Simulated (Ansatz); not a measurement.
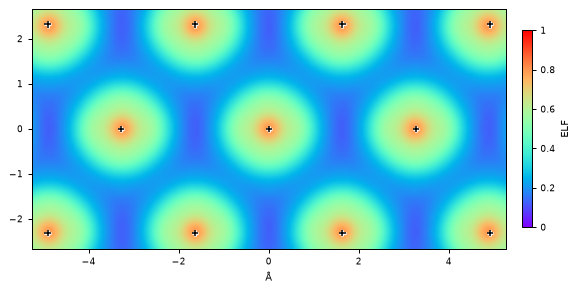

The ELF on a plane through atoms (crosses mark nuclei in the plane).

These are results of DFT r2SCAN, scalar-relativistic, plane waves, PAW in Ansatz, not measurements.

Candidates:
A. Au, a = 3.28 Å, b = 3.28 Å, c = 3.28 Å, α = 90.00°, β = 90.00°, γ = 90.00°. Space group Im-3m; a structure from a database of computed crystals, not necessarily the ambient phase; computed without spin polarisation.
B. HfN, a = 3.14 Å, b = 3.14 Å, c = 5.43 Å, α = 90.00°, β = 90.00°, γ = 120.00°. Space group P6₃/mmc; a structure from a database of computed crystals, not necessarily the ambient phase.
C. Si, a = 3.90 Å, b = 6.70 Å, c = 7.89 Å, α = 90.00°, β = 90.00°, γ = 90.00°. Space group Cmme.

Which candidate gave the map?

Answer. Candidate A: Au on the (110) plane of the conventional cell, which holds Au. Au–Au (2.84 Å): the ELF is about 0.20 at the midpoint; no shared electron pair shows on this line.
